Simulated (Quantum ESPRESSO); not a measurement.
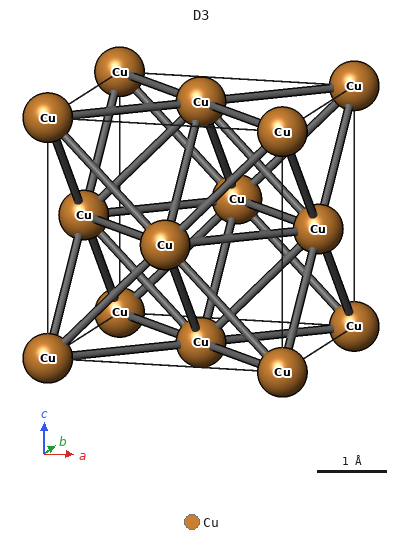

A crystal of Cu (set up in Fm-3m), relaxed (cell and atoms) with several dispersion corrections. The picture shows the result with D3. The picture is a ball-and-stick view of the conventional cell (4 times the calculation's cell), seen slightly off an axis. Lengths and directions refer to the drawn axes.

Computed with Quantum ESPRESSO 7.5: PBE, Ansatz NC SR PBE. (plane-wave cutoff 1252 eV; k-point mesh 13 × 13 × 13; occupations fermi-dirac; smearing width 0.05 eV; no spin polarisation)

```json
{"dispersion correction": "D3", "volume (Å³/atom)": "11.456", "a (Å)": "3.578"}
{"dispersion correction": "D2", "volume (Å³/atom)": "11.333", "a (Å)": "3.566"}
{"dispersion correction": "none", "volume (Å³/atom)": "11.938", "a (Å)": "3.628"}
{"dispersion correction": "D3(BJ)", "volume (Å³/atom)": "?", "a (Å)": "?"}
{"dispersion correction": "D3M(BJ)", "volume (Å³/atom)": "10.725", "a (Å)": "3.501"}
```

Estimate the missing row from the others, and compare with the calculation.

Answer. With D3(BJ) the volume falls between D2 (11.333) and D3 (11.456). The calculation gives 11.452 Å³/atom (a = 3.578 Å). In order of volume: D3M(BJ) < D2 < D3(BJ) ≈ D3 < none; the spread is 11.3 %.

Each member starts from this one structure; whether another phase lies lower wasn't checked.
